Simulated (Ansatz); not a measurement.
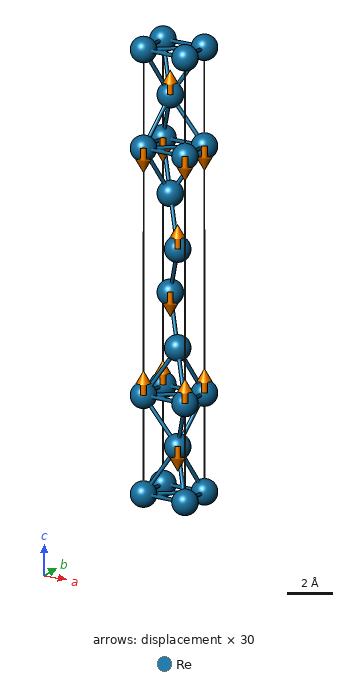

A symmetric starting cell of Re. The orange arrows show how the atoms are displaced (without the part that the change of the cell carries along), magnified 30 times. Besides, the cell is strained by +3.2 % along c and +1.7 % across it (volume +6.7 %). Style: ball-and-stick. Shown: the conventional cell (3 times the calculation's cell), slightly off an axis. Lengths and directions refer to the drawn axes.

Theory: Ansatz, DFT PBEsol, scalar-relativistic, plane waves, PAW. Set-up: plane-wave cutoff 420 eV; k-point mesh 18 × 18 × 18; occupations gaussian; smearing width 0.1 eV; no spin polarisation.

**Describe the displacements and the computed response.**

Atoms are displaced by 0.04 Å relative to the cell. No relaxation follows. The starting cell wasn't computed here and needn't be at equilibrium, so pressure and forces aren't due to the change alone. The pressure is −26.2 GPa (not all of it need come from the change, since the unchanged cell can be under pressure at this level too). The principal stresses (compression positive) are −30.3 GPa along c and −24.1 GPa across it. The largest forces, 0.42 eV/Å, act on 2 Re atoms of the calculation's cell. The forces point straight back along the displacements (cosine −1.00). Near-neighbour distances before and after: Re–Re 2.746 → 2.789 to 2.880 Å, Re–Re 2.768 → 2.814 Å. The space group stays R-3m (No. 166).
